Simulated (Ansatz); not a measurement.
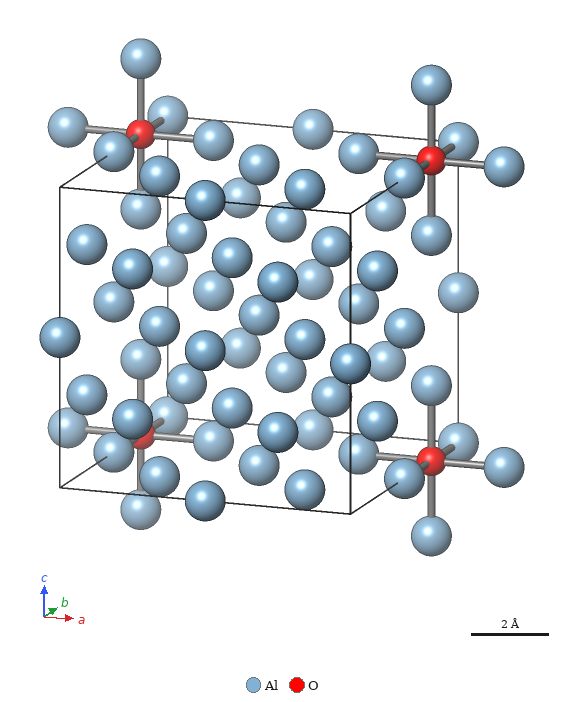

Figure 1. The structure as given in the input (ball-and-stick view of the cell of the calculation, seen slightly off an axis). An atom can appear more than once, as a periodic image.

# Geometry relaxation, with input and output: Al₃₂O (part 1 of 2)

System: Al₃₂O (defect cell, 33 atoms in the cell).
Method: DFT PBE, scalar-relativistic, plane waves, PAW, PAW set soft_1, no spin polarisation (Ansatz 0.2.0).

It belongs to a series of runs on one base structure; here: end point A relaxed.

## Input file
```yaml
crystal:
  lattice:
    - [8.1, 0.0, 0.0]
    - [0.0, 8.1, 0.0]
    - [0.0, 0.0, 8.1]
  atoms:
    - { symbol: Al, position: [0.5, 0.0, 0.0] }
    - { symbol: Al, position: [0.75, 0.25, 0.0] }
    - { symbol: Al, position: [0.75, 0.0, 0.25] }
    - { symbol: Al, position: [0.0, 0.0, 0.0] }
    - { symbol: Al, position: [0.25, 0.25, 0.0] }
    - { symbol: Al, position: [0.5, 0.5, 0.0] }
    - { symbol: Al, position: [0.75, 0.75, 0.0] }
    - { symbol: Al, position: [0.25, 0.0, 0.25] }
    - { symbol: Al, position: [0.5, 0.25, 0.25] }
    - { symbol: Al, position: [0.75, 0.5, 0.25] }
    - { symbol: Al, position: [0.5, 0.0, 0.5] }
    - { symbol: Al, position: [0.75, 0.25, 0.5] }
    - { symbol: Al, position: [0.75, 0.0, 0.75] }
    - { symbol: Al, position: [0.0, 0.5, 0.0] }
    - { symbol: Al, position: [0.25, 0.75, 0.0] }
    - { symbol: Al, position: [0.0, 0.25, 0.25] }
    - { symbol: Al, position: [0.25, 0.5, 0.25] }
    - { symbol: Al, position: [0.5, 0.75, 0.25] }
    - { symbol: Al, position: [0.0, 0.0, 0.5] }
    - { symbol: Al, position: [0.25, 0.25, 0.5] }
    - { symbol: Al, position: [0.5, 0.5, 0.5] }
    - { symbol: Al, position: [0.75, 0.75, 0.5] }
    - { symbol: Al, position: [0.25, 0.0, 0.75] }
    - { symbol: Al, position: [0.5, 0.25, 0.75] }
    - { symbol: Al, position: [0.75, 0.5, 0.75] }
    - { symbol: Al, position: [0.0, 0.75, 0.25] }
    - { symbol: Al, position: [0.0, 0.5, 0.5] }
    - { symbol: Al, position: [0.25, 0.75, 0.5] }
    - { symbol: Al, position: [0.0, 0.25, 0.75] }
    - { symbol: Al, position: [0.25, 0.5, 0.75] }
    - { symbol: Al, position: [0.5, 0.75, 0.75] }
    - { symbol: Al, position: [0.0, 0.75, 0.75] }
    - { symbol: O, position: [0.0045491, 0.7383798, 0.0023994] }
basis:
  ecutwfc: 420.0
kpoints:
  mp_grid: { grid: [3, 3, 3] }
hamiltonian:
  xc: pbe
  pseudopotentials: { kind: paw, azcp: { folder: soft_1 } }
scf:
  occupations: { method: gaussian, width: 0.15 }
  lower_state_search: "off"
relax:
  f_tol: 0.03
  max_steps: 60
  adjacent_minimum: "off"
output:
  write_density: true
  write_potential: true
  elf: true
  volumetric_format: npy
```

Hardware: 4 threads of AMD EPYC (Zen 5), 16 GiB of memory available, shared host.

Launched with:
```bash
ansatz run input.yaml --threads 4 --pin off --max-ram 10240MiB --backend cpu --events-out ev --progress --plain --runs-dir out
```

## Log
```
Engine: ansatz 0.2.0, x86_64-unknown-linux-gnu
Pseudopotentials: kind: paw
Pseudopotential: Al, paw, valence charge 3, recommended cutoff 420 eV (normal), [file]
Pseudopotential: O, paw, valence charge 6, recommended cutoff 420 eV (normal), [file]
Functional definition: PBE
  parameter kappa = 0.804
  parameter beta = 0.06672455060314922
  exchange = pbe_x(kappa = kappa, mu = beta*pi^2/3)
  correlation = pbe_c(beta = beta)
Crystal: 33 atoms, lattice volume = 531.441 Å³
Basis set: ecut = 420 eV, 10395 PW (Γ), exchange–correlation on 120×120×120 points (8 copies of the dense FFT grid, shifted against one another)
Bands: 84, of which v1, the nominal top of the filled ones, is band 51 counted from 1 (50 counted from 0)
Symmetry: 1 space group operations
Space group: P1 (ITA 1), of the structure as read, at distance tolerance 8.1e-5 Å
k-points: 14 of 27 (time reversal used)
Non-local potential: Al, projectors of the file, l = 0: 2, l = 1: 2, l = 2: 1
Non-local potential: O, projectors of the file, l = 0: 2, l = 1: 2, l = 2: 1
PAW form: soft (Blöchl's): semilocal exchange-correlation on the pseudo side does not see the compensation charge
PAW one-centre angular grid: Al, 110 points (default); XC on 64 Gauss nodes
PAW one-centre angular grid: O, 110 points (default); XC on 64 Gauss nodes
Initial density: superposition of atomic densities (chi_scale 0.1, normalization cell, long waves kept (reshape's long-wave potential 0.70 eV rms))
Initial wavefunctions: pseudopotential atomic-orbital guess
Functional: x = pbe(κ = 0.804, μ = 0.2195149727645171), c = pbe(β = 0.06672455060314922)
SCF iter   1: F=—  HF=-17781.801427 eV  |F-HF|=—  |Δ(HF+E_count)|=         —  Δρ=8.32e-2  dr2=1.16e2  ethr=3.10e-3  ⟨swp⟩=8.4  Hψ=5802  notcnv=0
preconditioner: auto → Resta (q_TF=auto, 2.072 Å⁻¹)  ε∞=6.4  [insulator: Δε(μ)=0.161 eV  Ē_g=7.019 eV  σ=0.150 eV  W_gap=0.54  n_scr=80 (ndim 8)  ℏωp=16.3 eV  f_vac=0.000  D(μ)=7.54/eV (n_scr^D=32)  ε∞_Penn≈6.4]
SCF iter   2: F=—  HF=-17771.032586 eV  |F-HF|=—  |Δ(HF+E_count)|=    1.08e1  Δρ=3.74e-2  dr2=2.07e1  ethr=3.10e-3  ⟨swp⟩=3.0  Hψ=2399  notcnv=0  defer=284
preconditioner: auto → Kerker (q_TF=auto, 2.072 Å⁻¹)  [metal: Δε(μ)=0.015 eV  Ē_g=6.864 eV  σ=0.150 eV  W_gap=0.06  n_scr=80 (ndim 8)  ℏωp=16.1 eV  f_vac=0.000  D(μ)=12.26/eV (n_scr^D=80)]
SCF iter   3: F=—  HF=-17767.758966 eV  |F-HF|=—  |Δ(HF+E_count)|=    3.27e0  Δρ=1.07e-2  dr2=1.63e0  ethr=3.10e-3  ⟨swp⟩=3.4  Hψ=2251  notcnv=0  defer=311
SCF iter   4: F=—  HF=-17767.300506 eV  |F-HF|=—  |Δ(HF+E_count)|=   4.58e-1  Δρ=5.46e-3  dr2=1.74e-1  ethr=1.60e-3  ⟨swp⟩=2.2  Hψ=2107  notcnv=0  defer=315
SCF iter   5: F=—  HF=-17767.269758 eV  |F-HF|=—  |Δ(HF+E_count)|=   3.07e-2  Δρ=5.61e-4  dr2=9.52e-4  ethr=1.71e-4  ⟨swp⟩=2.0  Hψ=1805  notcnv=0  defer=315
SCF iter   6: F=—  HF=-17767.269161 eV  |F-HF|=—  |Δ(HF+E_count)|=   5.97e-4  Δρ=1.71e-4  dr2=1.24e-4  ethr=9.33e-7  ⟨swp⟩=2.2  Hψ=1724  notcnv=0  defer=315
SCF iter   7: F=-17767.269152 eV  HF=-17767.269153 eV  |F-HF|=6.28e-7  |Δ(HF+E_count)|=   8.58e-6  Δρ=1.99e-5  dr2=1.80e-6  ethr=2.21e-8  ⟨swp⟩=8.9  Hψ=6563  notcnv=0
SCF 1 converged in 7 iterations: F = -17767.269152 eV  dr2 = 1.80e-6
  greatest PAW one-centre occupation: 0.878 electrons in one spin orbital (limit 2), on the O atom at site 32 (counted from 0), in its partial waves of l = 0
relax step   1: F+E_penalty+E_count = -17767.26915223 eV  Δ(F+E_penalty+E_count) = +0.000e0 eV  max|allowed force component| = 1.338e0 eV/Å  Δτ_max = 0.0000 Å  (7 SCF iters, dr2 threshold 2.25e-5 eV, accepted)
Initial density: handed on by an earlier stage of this run
Initial wavefunctions: those handed on with the density
iter 1 solved again at ethr=9.97e-5 eV; its pass at ethr=3.10e-3 eV (dr2=1.02e-1 eV) is discarded
SCF iter   1: F=—  HF=-17767.550402 eV  |F-HF|=—  |Δ(HF+E_count)|=         —  Δρ=2.47e-3  dr2=1.00e-1  ethr=9.97e-5  ⟨swp⟩=1.0  Hψ=4068  notcnv=0  defer=326
preconditioner: auto → Kerker (q_TF=auto, 2.072 Å⁻¹)  [metal: Δε(μ)=0.081 eV  Ē_g=6.962 eV  σ=0.150 eV  W_gap=0.30  n_scr=80 (ndim 8)  ℏωp=16.1 eV  f_vac=0.000  D(μ)=9.48/eV (n_scr^D=56)]
SCF iter   2: F=—  HF=-17767.538436 eV  |F-HF|=—  |Δ(HF+E_count)|=   1.20e-2  Δρ=1.04e-3  dr2=2.25e-2  ethr=9.85e-5  ⟨swp⟩=1.7  Hψ=1030  notcnv=0  defer=326
SCF iter   3: F=—  HF=-17767.535055 eV  |F-HF|=—  |Δ(HF+E_count)|=   3.38e-3  Δρ=7.14e-4  dr2=3.29e-3  ethr=2.20e-5  ⟨swp⟩=2.4  Hψ=1637  notcnv=0  defer=326
SCF iter   4: F=—  HF=-17767.534498 eV  |F-HF|=—  |Δ(HF+E_count)|=   5.57e-4  Δρ=1.02e-4  dr2=7.06e-5  ethr=3.22e-6  ⟨swp⟩=2.0  Hψ=1630  notcnv=0  defer=326
SCF iter   5: F=-17767.534473 eV  HF=-17767.534474 eV  |F-HF|=1.30e-6  |Δ(HF+E_count)|=   2.36e-5  Δρ=2.30e-5  dr2=2.19e-6  ethr=6.92e-8  ⟨swp⟩=8.9  Hψ=7700  notcnv=0
SCF 2 converged in 5 iterations: F = -17767.534473 eV  dr2 = 2.19e-6
  greatest PAW one-centre occupation: 0.877 electrons in one spin orbital (limit 2), on the O atom at site 32 (counted from 0), in its partial waves of l = 0
relax step   2: F+E_penalty+E_count = -17767.53447307 eV  Δ(F+E_penalty+E_count) = -2.653e-1 eV  max|allowed force component| = 6.542e-1 eV/Å  Δτ_max = 0.0523 Å  (5 SCF iters, dr2 threshold 1.00e-4 eV, accepted)
SCF iter   1: F=—  HF=-17767.648842 eV  |F-HF|=—  |Δ(HF+E_count)|=         —  Δρ=2.82e-3  dr2=1.01e-1  ethr=6.96e-4  ⟨swp⟩=2.6  Hψ=2619  notcnv=0  defer=283
preconditioner: auto → Kerker (q_TF=auto, 2.072 Å⁻¹)  [metal: Δε(μ)=0.096 eV  Ē_g=6.929 eV  σ=0.150 eV  W_gap=0.34  n_scr=80 (ndim 8)  ℏωp=16.1 eV  f_vac=0.000  D(μ)=9.22/eV (n_scr^D=56)]
SCF iter   2: F=—  HF=-17767.635621 eV  |F-HF|=—  |Δ(HF+E_count)|=   1.32e-2  Δρ=1.24e-3  dr2=2.31e-2  ethr=9.92e-5  ⟨swp⟩=1.0  Hψ=1358  notcnv=0  defer=287
SCF iter   3: F=—  HF=-17767.631558 eV  |F-HF|=—  |Δ(HF+E_count)|=   4.06e-3  Δρ=8.91e-4  dr2=4.77e-3  ethr=2.27e-5  ⟨swp⟩=2.1  Hψ=1523  notcnv=0  defer=287
SCF iter   4: F=—  HF=-17767.630724 eV  |F-HF|=—  |Δ(HF+E_count)|=   8.34e-4  Δρ=1.18e-4  dr2=7.50e-5  ethr=4.68e-6  ⟨swp⟩=2.0  Hψ=1531  notcnv=0  defer=287
SCF iter   5: F=-17767.630702 eV  HF=-17767.630703 eV  |F-HF|=1.40e-6  |Δ(HF+E_count)|=   2.07e-5  Δρ=2.56e-5  dr2=2.79e-6  ethr=2.62e-8  ⟨swp⟩=9.0  Hψ=7761  notcnv=0
SCF 3 converged in 5 iterations: F = -17767.630702 eV  dr2 = 2.79e-6
  greatest PAW one-centre occupation: 0.876 electrons in one spin orbital (limit 2), on the O atom at site 32 (counted from 0), in its partial waves of l = 0
relax step   3: F+E_penalty+E_count = -17767.63070154 eV  Δ(F+E_penalty+E_count) = -9.623e-2 eV  max|allowed force component| = 3.445e-1 eV/Å  Δτ_max = 0.0732 Å  (5 SCF iters, dr2 threshold 2.67e-5 eV, accepted)
SCF iter   1: F=—  HF=-17767.723350 eV  |F-HF|=—  |Δ(HF+E_count)|=         —  Δρ=3.69e-3  dr2=2.45e-1  ethr=9.01e-4  ⟨swp⟩=3.1  Hψ=2782  notcnv=0  defer=230
preconditioner: auto → Kerker (q_TF=auto, 2.072 Å⁻¹)  [metal: Δε(μ)=0.109 eV  Ē_g=6.924 eV  σ=0.150 eV  W_gap=0.39  n_scr=80 (ndim 8)  ℏωp=16.1 eV  f_vac=0.000  D(μ)=9.04/eV (n_scr^D=56)]
SCF iter   2: F=—  HF=-17767.691210 eV  |F-HF|=—  |Δ(HF+E_count)|=   3.21e-2  Δρ=1.85e-3  dr2=6.95e-2  ethr=2.41e-4  ⟨swp⟩=1.1  Hψ=1367  notcnv=0  defer=228
[...]
relax step   4: F+E_penalty+E_count = -17767.67866742 eV  Δ(F+E_penalty+E_count) = -4.797e-2 eV  max|allowed force component| = 5.447e-1 eV/Å  Δτ_max = 0.0998 Å  (5 SCF iters, dr2 threshold 2.83e-5 eV, accepted)
preconditioner: auto → Kerker (q_TF=auto, 2.072 Å⁻¹)  [metal: Δε(μ)=0.095 eV  Ē_g=6.931 eV  σ=0.150 eV  W_gap=0.31  n_scr=80 (ndim 8)  ℏωp=16.1 eV  f_vac=0.000  D(μ)=8.89/eV (n_scr^D=56)]
  Residual-converged pass: ⟨swp⟩=1.0  Hψ=1232  notcnv=0  max |occ|·‖R‖ = 7.0e-9 eV (tolerance 1.0e-8 eV)  dr2=2.90e-6  dr2_onsite=6.23e-9  max |Δocc| = 6.1e-11
  greatest PAW one-centre occupation: 0.875 electrons in one spin orbital (limit 2), on the O atom at site 32 (counted from 0), in its partial waves of l = 0
relax step   5: F+E_penalty+E_count = -17767.81234359 eV  Δ(F+E_penalty+E_count) = -1.337e-1 eV  max|allowed force component| = 4.664e-1 eV/Å  Δτ_max = 0.2000 Å  (6 SCF iters, dr2 threshold 8.23e-5 eV, accepted)
preconditioner: auto → Kerker (q_TF=auto, 2.072 Å⁻¹)  [metal: Δε(μ)=0.023 eV  Ē_g=6.938 eV  σ=0.150 eV  W_gap=0.09  n_scr=80 (ndim 8)  ℏωp=16.1 eV  f_vac=0.000  D(μ)=9.21/eV (n_scr^D=56)]
relax step   6: F+E_penalty+E_count = -17767.92062667 eV  Δ(F+E_penalty+E_count) = -1.083e-1 eV  max|allowed force component| = 4.742e-1 eV/Å  Δτ_max = 0.1946 Å  (5 SCF iters, dr2 threshold 1.00e-4 eV, accepted)
preconditioner: auto → Kerker (q_TF=auto, 2.072 Å⁻¹)  [metal: Δε(μ)=0.060 eV  Ē_g=6.944 eV  σ=0.150 eV  W_gap=0.22  n_scr=80 (ndim 8)  ℏωp=16.1 eV  f_vac=0.000  D(μ)=9.58/eV (n_scr^D=56)]
  Residual-converged pass: ⟨swp⟩=1.0  Hψ=1232  notcnv=0  max |occ|·‖R‖ = 7.0e-9 eV (tolerance 1.0e-8 eV)  dr2=3.33e-6  dr2_onsite=7.70e-9  max |Δocc| = 5.8e-11
  greatest PAW one-centre occupation: 0.874 electrons in one spin orbital (limit 2), on the O atom at site 32 (counted from 0), in its partial waves of l = 0
relax step   7: F+E_penalty+E_count = -17768.04650895 eV  Δ(F+E_penalty+E_count) = -1.259e-1 eV  max|allowed force component| = 6.138e-1 eV/Å  Δτ_max = 0.2000 Å  (6 SCF iters, dr2 threshold 1.00e-4 eV, accepted)
preconditioner: auto → Kerker (q_TF=auto, 2.072 Å⁻¹)  [metal: Δε(μ)=0.028 eV  Ē_g=6.943 eV  σ=0.150 eV  W_gap=0.11  n_scr=80 (ndim 8)  ℏωp=16.1 eV  f_vac=0.000  D(μ)=9.43/eV (n_scr^D=56)]
  greatest PAW one-centre occupation: 0.873 electrons in one spin orbital (limit 2), on the O atom at site 32 (counted from 0), in its partial waves of l = 0
relax step   8: F+E_penalty+E_count = -17768.16570010 eV  Δ(F+E_penalty+E_count) = -1.192e-1 eV  max|allowed force component| = 8.607e-1 eV/Å  Δτ_max = 0.2000 Å  (6 SCF iters, dr2 threshold 1.00e-4 eV, accepted)
preconditioner: auto → Kerker (q_TF=auto, 2.072 Å⁻¹)  [metal: Δε(μ)=0.028 eV  Ē_g=6.937 eV  σ=0.150 eV  W_gap=0.11  n_scr=80 (ndim 8)  ℏωp=16.1 eV  f_vac=0.000  D(μ)=9.02/eV (n_scr^D=56)]
  greatest PAW one-centre occupation: 0.871 electrons in one spin orbital (limit 2), on the O atom at site 32 (counted from 0), in its partial waves of l = 0
relax step   9: F+E_penalty+E_count = -17768.28829829 eV  Δ(F+E_penalty+E_count) = -1.226e-1 eV  max|allowed force component| = 1.003e0 eV/Å  Δτ_max = 0.1985 Å  (6 SCF iters, dr2 threshold 1.00e-4 eV, accepted)
preconditioner: auto → Kerker (q_TF=auto, 2.072 Å⁻¹)  [metal: Δε(μ)=0.007 eV  Ē_g=6.954 eV  σ=0.150 eV  W_gap=0.03  n_scr=80 (ndim 8)  ℏωp=16.1 eV  f_vac=0.000  D(μ)=8.50/eV (n_scr^D=32)]
relax step  10: F+E_penalty+E_count = -17768.60911857 eV  Δ(F+E_penalty+E_count) = -3.208e-1 eV  max|allowed force component| = 8.433e-1 eV/Å  Δτ_max = 0.2000 Å  (6 SCF iters, dr2 threshold 1.00e-4 eV, accepted)
preconditioner: auto → Kerker (q_TF=auto, 2.072 Å⁻¹)  [metal: Δε(μ)=0.067 eV  Ē_g=6.955 eV  σ=0.150 eV  W_gap=0.24  n_scr=80 (ndim 8)  ℏωp=16.1 eV  f_vac=0.000  D(μ)=8.21/eV (n_scr^D=32)]
  Residual-converged pass: ⟨swp⟩=1.0  Hψ=1232  notcnv=0  max |occ|·‖R‖ = 6.9e-9 eV (tolerance 1.0e-8 eV)  dr2=8.42e-7  dr2_onsite=1.31e-8  max |Δocc| = 6.0e-11
  greatest PAW one-centre occupation: 0.870 electrons in one spin orbital (limit 2), on the O atom at site 32 (counted from 0), in its partial waves of l = 0
relax step  11: F+E_penalty+E_count = -17768.85246557 eV  Δ(F+E_penalty+E_count) = -2.433e-1 eV  max|allowed force component| = 5.080e-1 eV/Å  Δτ_max = 0.1950 Å  (6 SCF iters, dr2 threshold 1.00e-4 eV, accepted)
preconditioner: auto → Kerker (q_TF=auto, 2.072 Å⁻¹)  [metal: Δε(μ)=0.070 eV  Ē_g=6.970 eV  σ=0.150 eV  W_gap=0.25  n_scr=80 (ndim 8)  ℏωp=16.1 eV  f_vac=0.000  D(μ)=8.48/eV (n_scr^D=32)]
relax step  12: F+E_penalty+E_count = -17769.03777566 eV  Δ(F+E_penalty+E_count) = -1.853e-1 eV  max|allowed force component| = 3.505e-2 eV/Å  Δτ_max = 0.2000 Å  (6 SCF iters, dr2 threshold 9.36e-5 eV, accepted)
preconditioner: auto → Kerker (q_TF=auto, 2.072 Å⁻¹)  [metal: Δε(μ)=0.088 eV  Ē_g=6.973 eV  σ=0.150 eV  W_gap=0.31  n_scr=80 (ndim 8)  ℏωp=16.1 eV  f_vac=0.000  D(μ)=8.45/eV (n_scr^D=32)]
relax step  13: F+E_penalty+E_count = -17769.03777593 eV  Δ(F+E_penalty+E_count) = -2.705e-7 eV  max|allowed force component| = 3.493e-2 eV/Å  Δτ_max = 0.0000 Å  (4 SCF iters, accepted)
preconditioner: auto → Kerker (q_TF=auto, 2.072 Å⁻¹)  [metal: Δε(μ)=0.090 eV  Ē_g=6.974 eV  σ=0.150 eV  W_gap=0.32  n_scr=80 (ndim 8)  ℏωp=16.1 eV  f_vac=0.000  D(μ)=8.47/eV (n_scr^D=32)]
relax step  14: F+E_penalty+E_count = -17769.03861957 eV  Δ(F+E_penalty+E_count) = -8.436e-4 eV  max|allowed force component| = 2.944e-3 eV/Å  Δτ_max = 0.0116 Å  (6 SCF iters, accepted)
```

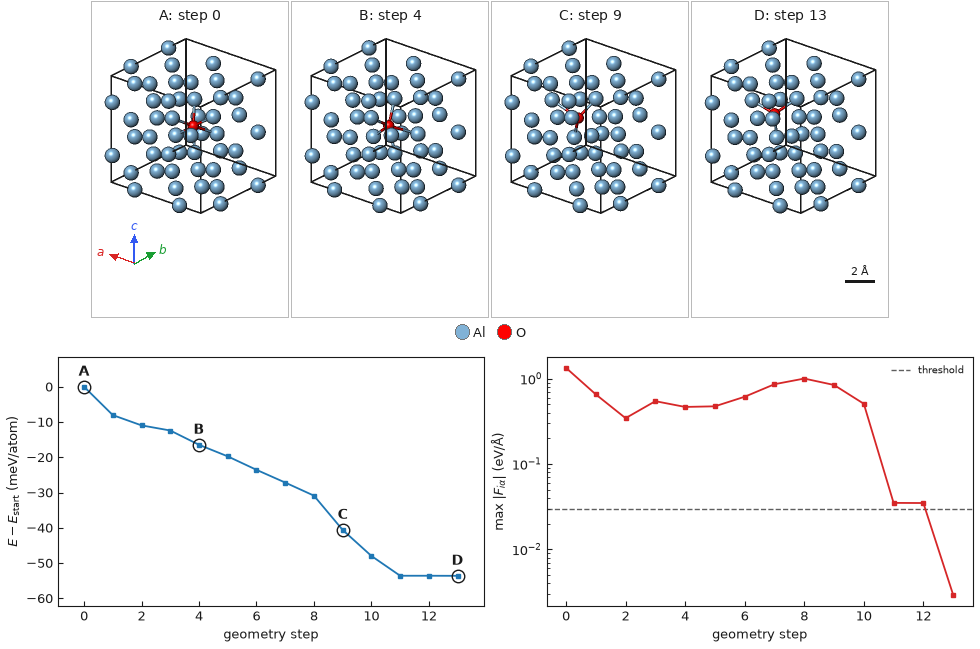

Figure 2. Frames of the relaxation (ball-and-stick view of the cell of the calculation (origin shifted), seen at an oblique angle) above the curves, on which the letters mark them (the first geometry is step 0 here and step 1 in the log).

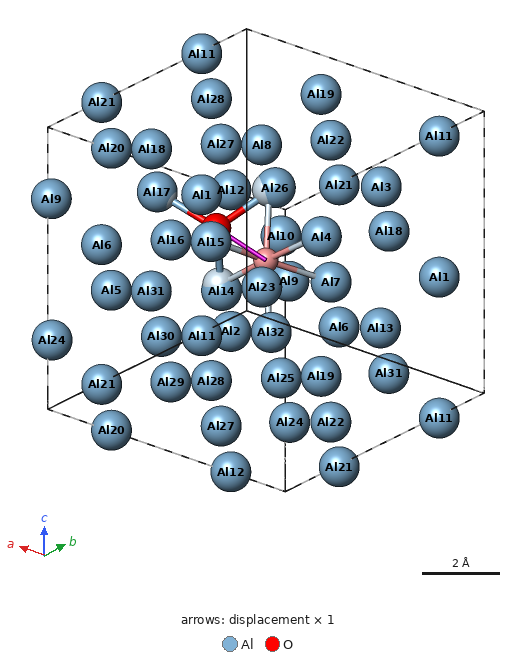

Figure 3. Start (faint) and end (solid) with the displacements as pink arrows, at true length (ball-and-stick view of the cell of the calculation (origin shifted), seen at an oblique angle). Over 13 geometry steps the energy falls by 53.6 meV per atom. Largest force component: 1.3 eV/Å at the start, 0.0029 eV/Å at the end. The atom that moves furthest is O33 (1.62 Å). By element the largest moves are O 1.62 Å, Al 0.17 Å. The cell stays as it was. Among the contacts that change: Al17–O33 3.421 → 1.899 Å, Al32–O33 2.047 → 3.383 Å, Al7–O33 2.064 → 3.383 Å, Al4–O33 2.120 → 3.384 Å. New bonds form: Al17–O33 (3.42 → 1.90 Å). Bonds break: Al32–O33 (2.05 → 3.38 Å), Al4–O33 (2.12 → 3.38 Å), Al7–O33 (2.06 → 3.38 Å). Among the angles that change: Al15–O33–Al26 91.5° → 109.5°, Al14–O33–Al26 93.2° → 109.5°, Al14–O33–Al15 93.8° → 109.5°. (Atoms are counted from 1 in the order of the input.)

```
NSCF: frozen V_eff on 14 k-points
the band table was solved once a step of the walk had ended and its energy, with any forces and stress, was formed, with the checks that follow a solve (7013 applications of the Hamiltonian). They found nothing against the state; the energy, forces and stress were not computed again (output.eigenvalues in the input reference)
Free energy (F): -17769.038620 eV
Harris-Foulkes:  -17769.038620 eV  (|F-HF|=4.42e-9)
Internal energy: -17768.943408 eV  (E = F + TS)
E sigma→0 (E₀):  -17768.991014 eV
Entropy (-TS):   -0.095211 eV (-2.885 meV/atom)
Fermi energy:    7.970520 eV
--- Per-component energies (eV) ---
  E_band       = 320.352984
  E_kinetic    = 895.502119
  E_local      = -308.515764  (includes V_loc(G=0)·N_el)
  E_nonlocal   = 372.732860
  E_hartree    = 271.993973
  E_xc         = -1279.548685
  E_vxc        = -1027.437460  (∫ρ·V_xc dr)
  E_paw        = -15184.361634  (= ΣΔE_a)
  E_vpaw       = -155.919045  (= ΣTr[D̂ρ^β])
  E_aug_tail   = 0.000704  (compensation charges beyond the density's cutoff)
  E_ewald      = -2536.746981
  E_smearing   = -0.095211  (= −TS)
  E_closure    = 0.000000  (closes the sum)
  Σ components = -17769.038620   (vs F -17769.038620, Δ=0.00e0)
```
